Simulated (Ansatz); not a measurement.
## Phonon calculation of Ta4N5

The run: phonon calculation of Ta4N5 (I4/m, 9 atoms in the cell). Method and program: DFT LDA, scalar-relativistic, plane waves, PAW, no spin polarisation (Ansatz 0.2.0).

The structure derives from a Materials Project entry. It belongs to a series of runs on one base structure; here: zone-centre phonons and field response. Figures and captions count atoms from 1; the log counts them from 0 in places.

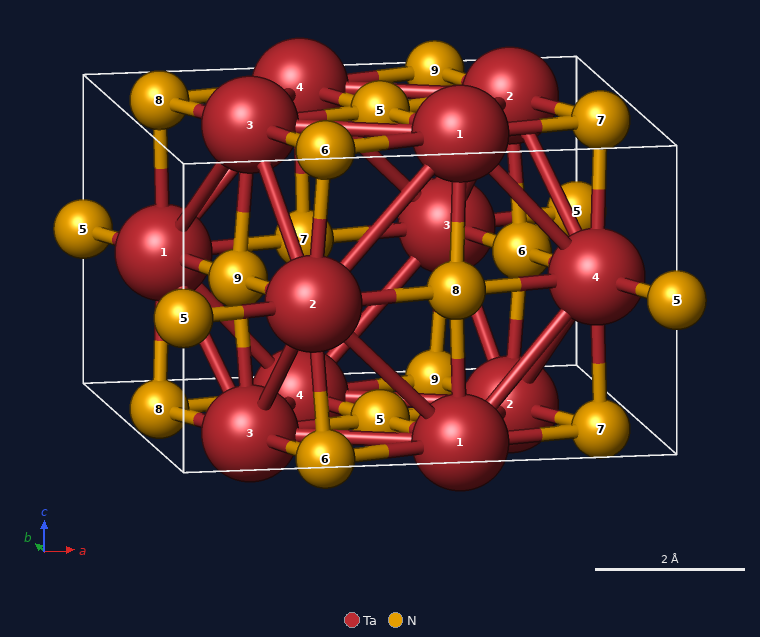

The structure as given in the input (ball-and-stick view of the cell 2 times as large as that of the calculation, set on its symmetry axes, seen slightly off an axis; atoms are numbered from 1 in the order of the input). An atom can appear more than once, as a periodic image.

## Input
```yaml
crystal:
  lattice:
    - [-3.391879313, 3.391879313, 2.1152421016]
    - [3.391879313, -3.391879313, 2.1152421016]
    - [3.391879313, 3.391879313, -2.1152421016]
  atoms:
    - { symbol: Ta, position: [0.7846847702, 0.6049050536, 0.3895898238] }
    - { symbol: Ta, position: [0.3950949464, 0.7846847702, 0.1797797166] }
    - { symbol: Ta, position: [0.6049050536, 0.2153152298, 0.8202202834] }
    - { symbol: Ta, position: [0.2153152298, 0.3950949464, 0.6104101762] }
    - { symbol: "N", position: [0.5, 0.5, 0.0] }
    - { symbol: "N", position: [0.9079668579, 0.3063401452, 0.2143070032] }
    - { symbol: "N", position: [0.6936598548, 0.9079668579, 0.6016267127] }
    - { symbol: "N", position: [0.3063401452, 0.0920331421, 0.3983732873] }
    - { symbol: "N", position: [0.0920331421, 0.6936598548, 0.7856929968] }
basis:
  ecutwfc: 420
kpoints:
  mp_grid: { grid: [10, 10, 10] }
hamiltonian:
  xc: lda
scf:
  occupations: { method: fermi_dirac, width: 0.15 }
output:
  eigenvalues: true
phonons:
  method: dfpt
  eigenvectors: true
```

Machine: 4 threads of Intel Xeon @ 2.50GHz (Skylake/Cascade Lake), 189 GiB of memory available, shared host.

Command:
```bash
ansatz run input.yaml --threads 4 --pin off --max-ram 12288MiB --backend cpu --events-out ev --progress --plain --runs-dir out
```

## The program's output
```
band count auto-derived: 49 (N_el = 77.0; filled up to band 39; 48 by the electrons, moments and atoms)
zone centre: on kpoints.mp_grid the ground state, and the responses unless they are solved on pairs of k-points, stand on 282 of the mesh's 1000 k-points, reduced under 2 symmetry operations, with k and −k counted as one. Each operation leaves every solved displacement unchanged or reverses it
Engine: ansatz 0.2.0, x86_64-unknown-linux-gnu
Pseudopotentials: kind: paw
Pseudopotential: Ta, paw, valence charge 13, recommended cutoff 420 eV (normal), Ta.paw.azcp
Pseudopotential: N, paw, valence charge 5, recommended cutoff 420 eV (normal), N.paw.azcp
Functional definition: SPW92
  exchange = slater_x
  correlation = pw_c
Crystal: 9 atoms, lattice volume = 97.342 Å³
Basis set: ecut = 420 eV, 1899 PW (Γ), exchange–correlation on 72×72×72 points (8 copies of the dense FFT grid, shifted against one another)
Bands: 49, of which v1, the nominal top of the filled ones, is band 39 counted from 1 (38 counted from 0)
Symmetry: 8 space group operations
k-points: 282 of 1000 (irreducible under 2 space group operations, time reversal used)
Non-local potential: Ta, projectors of the file, l = 0: 3, l = 1: 2, l = 2: 2, l = 3: 1
Non-local potential: N, projectors of the file, l = 0: 2, l = 1: 2, l = 2: 1
PAW form: soft (Blöchl's): semilocal exchange-correlation on the pseudo side does not see the compensation charge
PAW frozen core: Ta, regenerated for the run's functional, and the local potential with it (the file was generated under x = pbe(κ = 0.804, μ = 0.2195149727645171), c = pbe(β = 0.06672455060314922))
PAW frozen core: N, regenerated for the run's functional, and the local potential with it (the file was generated under x = pbe(κ = 0.804, μ = 0.2195149727645171), c = pbe(β = 0.06672455060314922))
PAW one-centre angular grid: Ta, 590 points (default); XC on 64 Gauss nodes
PAW one-centre angular grid: N, 110 points (default); XC on 64 Gauss nodes
Initial density: superposition of atomic densities (neutral atoms: chi_scale 0, normalization atom), corrected by the library's trained network
Initial wavefunctions: pseudopotential atomic-orbital guess
Functional: x = slater, c = lda
SCF iter   1: F=—  HF=-40611.702582 eV  |F-HF|=—  |Δ(HF+E_count)|=         —  Δρ=1.46e-2  dr2=2.27e-1  ethr=1.77e-3  ⟨swp⟩=6.5  Hψ=55784  notcnv=0
preconditioner: auto → LDOS  [metal: Δε(μ)=0.018 eV  Ē_g=9.892 eV  σ=0.150 eV  W_gap=0.03  n_scr=36 (ndim 8)  ℏωp=25.2 eV  f_vac=0.016  D(μ)=1.68/eV (n_scr^D=12)  β→1.0]
SCF iter   2: F=—  HF=-40611.757418 eV  |F-HF|=—  |Δ(HF+E_count)|=   5.48e-2  Δρ=2.00e-2  dr2=4.68e-1  ethr=2.95e-4  ⟨swp⟩=2.4  Hψ=25442  notcnv=0
SCF iter   3: F=—  HF=-40611.656137 eV  |F-HF|=—  |Δ(HF+E_count)|=   1.01e-1  Δρ=4.22e-3  dr2=1.85e-2  ethr=2.95e-4  ⟨swp⟩=2.0  Hψ=22266  notcnv=0
SCF iter   4: F=—  HF=-40611.651925 eV  |F-HF|=—  |Δ(HF+E_count)|=   4.21e-3  Δρ=6.39e-4  dr2=3.34e-4  ethr=2.41e-5  ⟨swp⟩=2.0  Hψ=20712  notcnv=0
SCF iter   5: F=—  HF=-40611.651885 eV  |F-HF|=—  |Δ(HF+E_count)|=   3.93e-5  Δρ=8.06e-5  dr2=6.41e-6  ethr=4.34e-7  ⟨swp⟩=2.0  Hψ=20567  notcnv=0
SCF iter   6: F=—  HF=-40611.651884 eV  |F-HF|=—  |Δ(HF+E_count)|=   1.05e-6  Δρ=2.16e-5  dr2=3.33e-7  ethr=8.32e-9  ⟨swp⟩=2.2  Hψ=21952  notcnv=0
SCF iter   7: F=—  HF=-40611.651884 eV  |F-HF|=—  |Δ(HF+E_count)|=  3.64e-11  Δρ=5.68e-6  dr2=3.47e-8  ethr=4.32e-10  ⟨swp⟩=2.2  Hψ=24771  notcnv=0
SCF iter   8: F=—  HF=-40611.651884 eV  |F-HF|=—  |Δ(HF+E_count)|=   6.46e-9  Δρ=1.70e-6  dr2=1.54e-9  ethr=4.51e-11  ⟨swp⟩=2.8  Hψ=26981  notcnv=0
SCF iter   9: F=—  HF=-40611.651884 eV  |F-HF|=—  |Δ(HF+E_count)|=  3.57e-10  Δρ=2.81e-7  dr2=4.21e-11  ethr=2.00e-12  ⟨swp⟩=2.4  Hψ=21667  notcnv=0
SCF iter  10: F=-40611.651884 eV  HF=-40611.651884 eV  |F-HF|=7.28e-12  |Δ(HF+E_count)|=  7.28e-12  Δρ=5.54e-8  dr2=1.67e-12  ethr=1.00e-12  ⟨swp⟩=7.3  Hψ=69460  notcnv=0
SCF 1 converged in 10 iterations: F = -40611.651884 eV  dr2 = 1.67e-12
  greatest PAW one-centre occupation: 1.000 electrons in one spin orbital (limit 2), on the Ta atom at site 3 (counted from 0), in its partial waves of l = 0
```

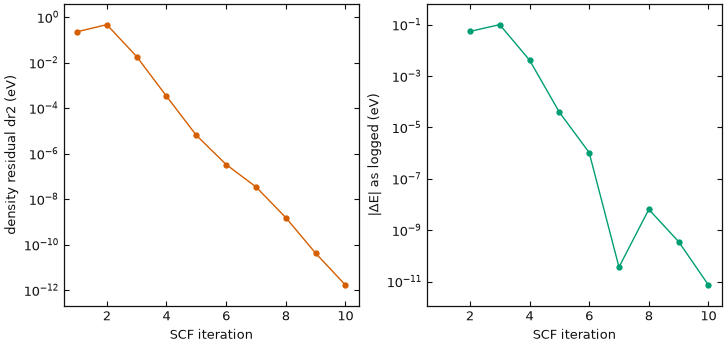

Convergence of the self-consistent field: density residual dr2 and size of the energy change against the SCF iteration. The residual comes down, with one marked jump up, by a factor of about 2, at step 2.

```
DFPT response loops at Γ: preconditioner auto → Kerker (q_TF=auto, 2.624 Å⁻¹) (partly filled bands, converged f_vac=0.015); β = 1.00, the filter's whole step (`scf.mixing.beta` (0.50) is not read by the response loops under this deck's `scf.mixing.preconditioner`; to damp them name `kerker` or `kerker_dos`, under which they read `scf.mixing.beta`, and type it under 1.00, their step now; both keys bind the ground state too); Broyden in place of MSR1
SCF converged after 10 iterations
Free energy (F): -40611.651884 eV
Harris-Foulkes:  -40611.651884 eV  (|F-HF|=7.28e-12)
Internal energy: -40611.521516 eV  (E = F + TS)
E sigma→0 (E₀):  -40611.586700 eV
Entropy (-TS):   -0.130368 eV (-14.485 meV/atom)
Fermi energy:    18.416001 eV
--- Per-component energies (eV) ---
  E_band       = -326.547263
  E_kinetic    = 2132.970813
  E_local      = -3178.667943  (includes V_loc(G=0)·N_el)
  E_nonlocal   = 316.940792
  E_hartree    = 1091.500865
  E_xc         = -1171.048501
  E_vxc        = -1204.349326  (∫ρ·V_xc dr)
  E_paw        = -33188.752820  (= ΣΔE_a)
  E_vpaw       = -576.444387  (= ΣTr[D̂ρ^β])
  E_aug_tail   = 0.001088  (compensation charges beyond the density's cutoff)
  E_ewald      = -6615.901642
  E_core_change = 1.435831  (= ΣΔE_core)
  E_smearing   = -0.130368  (= −TS)
  E_closure    = 0.000000  (closes the sum)
  Σ components = -40611.651884   (vs F -40611.651884, Δ=0.00e0)
--- Band table (eV; the first three rows and the last of 282) ---
  k-point 0: bands = ["-50.5974", "-50.5163", "-50.5105", "-50.5105", "-17.5562", "-17.5522", "-17.3891", "-17.3891", "-17.3779", "-17.3779", "-17.1907", "-17.0458", "-16.9867", "-16.9363", "-16.8161", "-16.8161", "0.6485", "2.5465", "2.5465", "3.0295", "3.3955", "11.0993", "11.0993", "11.5773", "11.7776", "12.0525", "12.6320", "12.6320", "12.7680", "12.7791", "13.4347", "13.4347", "14.0324", "15.7939", "15.8911", "15.8911", "17.0996", "17.0996", "17.4393", "19.0125", "19.3377", "19.5453", "19.5453", "20.0676", "20.0676", "20.2557", "20.9373", "22.2014", "22.3701"]
  k-point 1: bands = ["-50.5958", "-50.5211", "-50.5103", "-50.5075", "-17.5651", "-17.5402", "-17.4040", "-17.3890", "-17.3785", "-17.3698", "-17.1760", "-17.0354", "-16.9883", "-16.9390", "-16.8336", "-16.8160", "0.7118", "2.4853", "2.5460", "2.9978", "3.4152", "10.9796", "11.0081", "11.7639", "11.8021", "12.0061", "12.5726", "12.7841", "12.8125", "12.9806", "13.4207", "13.4793", "13.9240", "15.5566", "15.6773", "15.8081", "17.0301", "17.0810", "17.6204", "18.7245", "19.2933", "19.5793", "19.8892", "20.0577", "20.0852", "20.4776", "21.1196", "22.2801", "22.5316"]
  k-point 2: bands = ["-50.5910", "-50.5296", "-50.5099", "-50.5043", "-17.5857", "-17.4983", "-17.4403", "-17.4130", "-17.3800", "-17.3276", "-17.1415", "-17.0126", "-16.9921", "-16.9472", "-16.8827", "-16.8159", "0.8935", "2.3476", "2.5427", "2.9054", "3.4343", "10.8230", "10.8932", "11.8717", "11.8894", "12.1520", "12.5832", "12.8254", "13.0522", "13.3036", "13.3801", "13.6137", "13.7614", "14.8628", "15.4207", "15.6277", "16.7219", "16.9898", "17.9086", "18.6306", "19.3326", "19.6490", "19.7079", "20.0699", "20.7541", "20.7838", "21.5593", "22.3650", "22.4065"]
  k-point 281: bands = ["-50.5514", "-50.5514", "-50.5199", "-50.5123", "-17.5914", "-17.5582", "-17.4397", "-17.3251", "-17.3251", "-17.1903", "-17.1005", "-17.1005", "-17.0478", "-17.0478", "-16.9177", "-16.8002", "2.0373", "2.2191", "2.2191", "2.4613", "3.1083", "10.9404", "10.9404", "11.3122", "11.3273", "12.4481", "13.5228", "13.5228", "13.5319", "13.5782", "13.5847", "13.6728", "13.6728", "14.4690", "14.9627", "14.9627", "15.1933", "16.4555", "16.6850", "17.8891", "17.8891", "21.0780", "21.3085", "21.3085", "21.8353", "21.9181", "21.9181", "22.0104", "22.6429"]
--- Phonons (Γ-DFPT): 8 representative perturbations + reference, on 282 of 1000 k-points (Σ response iterations 27) ---
  k mesh reduced under 2 symmetry operations, with k and −k counted as one. Each operation leaves every solved displacement unchanged or reverses it
  ASR residual: 3.763e-4 → 0.000e0 eV/Å²; symmetrization residual: 2.990e-6 eV/Å²
  ASR residual per site (eV/Å²): 3.76e-4 3.76e-4 3.76e-4 3.76e-4 6.92e-5 5.43e-5 5.43e-5 5.43e-5 5.43e-5
  Γ frequencies (cm⁻¹): 0.00 0.00 0.00 114.33 130.49 130.49 147.31 147.31 148.75 171.25 178.38 212.71 390.25 441.78 454.57 454.57 496.80 578.87 578.87 588.09 589.07 592.63 592.63 607.51 653.90 715.71 715.71
  non-analytic LO–TO correction: not included (Born effective charges unavailable; polar crystals: no LO–TO splitting at Γ)
```

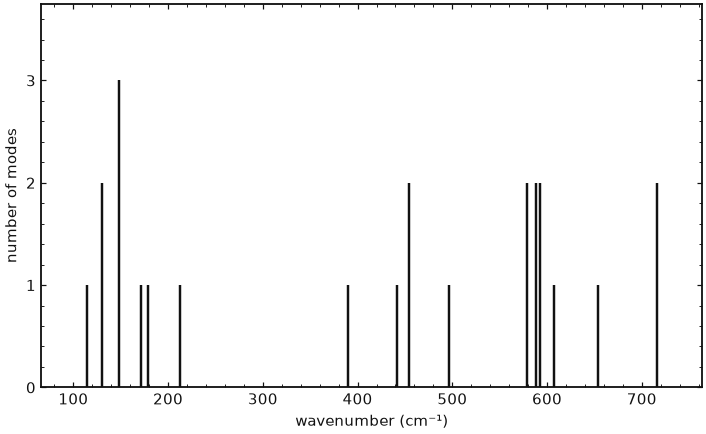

Optical phonons at the zone centre (no LO–TO term); neighbouring modes closer than 3 cm⁻¹ are counted in one stick. 24 modes from 114 to 716 cm⁻¹, none imaginary.

## Summary

```tsv
quantity	value
outcome	converged
space group (tolerance 0.01 Å)	I4/m (87)
electrons treated	77
free energy	−40611.6519 eV
Fermi energy	18.416 eV
gap on the k-point mesh	none (metallic)
wall time	11 min (CPU time 40 min)
peak memory	4 GiB
```

## Notes

Results for this metal are sensitive to the k-point mesh. Spin–orbit coupling is left out, which matters for Ta. The cell holds an odd number of electrons but the run has no spin polarisation, so a band is left half filled.
